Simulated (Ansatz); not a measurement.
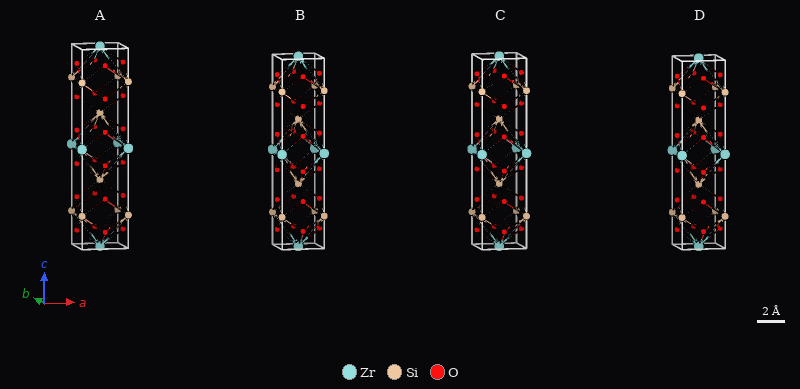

4 geometries from one relaxation of solid ZrSi2O6 (a generated structure, set up in I4/mmm) (coarse preliminary run), in shuffled order. A ball-and-stick model of the conventional cell (2 times the calculation's cell), seen slightly off an axis. Lengths and directions refer to the drawn axes.

All numbers below come from Ansatz 0.2.0, DFT PBE, scalar-relativistic, plane waves, PAW. Settings: plane-wave cutoff 420 eV; k-point mesh 6 × 6 × 6; occupations gaussian; smearing width 0.1 eV; no spin polarisation; cell and atoms relaxed; force threshold 0.04 eV/Å; at most 70 steps.

Question: Order the frames from highest to lowest energy.

Answer: A, C, B, D. They are steps 0, 1, 2, 8, at +279 meV per atom, +38.9 meV per atom, +14.1 meV per atom relative to the last. The largest moves relative to the cell, 0.14 Å, are those of O atoms. By element the largest moves are O 0.14 Å, Si 0.06 Å. Zr stays in place. The volume changes by −18.9 %, with a = b 3.633 → 3.373 Å (−7.2 %), c 15.412 → 14.506 Å (−5.9 %). Among the contacts that change: Zr–Zr 3.633 → 3.373 Å, Si–Zr 3.633 → 3.437 Å, O–Si 2.224 → 2.031 Å, O–Zr 2.224 → 2.156 Å. Among the angles between lasting bonds that change: Zr–O–Zr 109.5° → 102.9°, Si–O–Si 109.5° → 112.3°. The space group stays I4/mmm (No. 139). After 6 accepted moves (8 points after the start) the energy has fallen by 279 meV per atom. The largest force component goes from 1.4 to 0.0017 eV/Å. The pressure goes from −27.72 to −0.03 GPa. The SCF was repeated twice at an unchanged geometry on a basis and grid sized afresh for the cell, which shifted the energy by 3.2 meV per atom at most.
